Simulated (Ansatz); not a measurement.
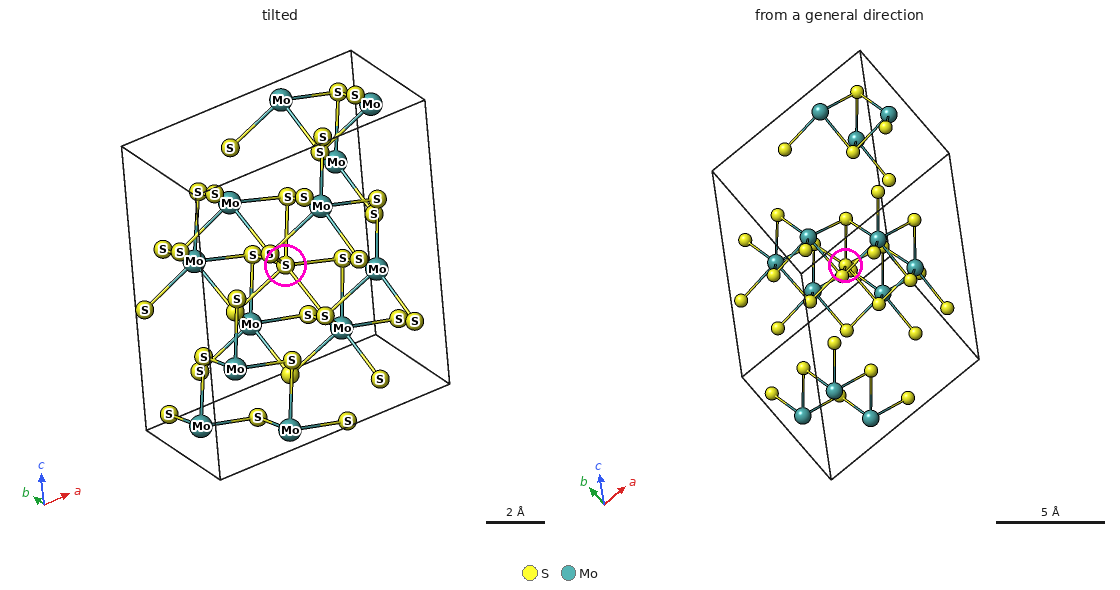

The crystal in a ball-and-stick representation, seen slightly off an axis and from a general direction. The frame is the supercell; atoms at its boundary are shown with their periodic copies. The host is MoS₂, in a cell of 39 sites, and the cell is neutral. A ring marks the defect's site.

Question: Identify the point defect.

Answer: Sulfur on a molybdenum site (an antisite). It is bonded to six S in a trigonal prismatic arrangement at about 2.4 Å. Not all metal-metal contacts are counted.

The atoms were relaxed in the host's cell with Ansatz, DFT PBE, scalar-relativistic, plane waves, PAW.
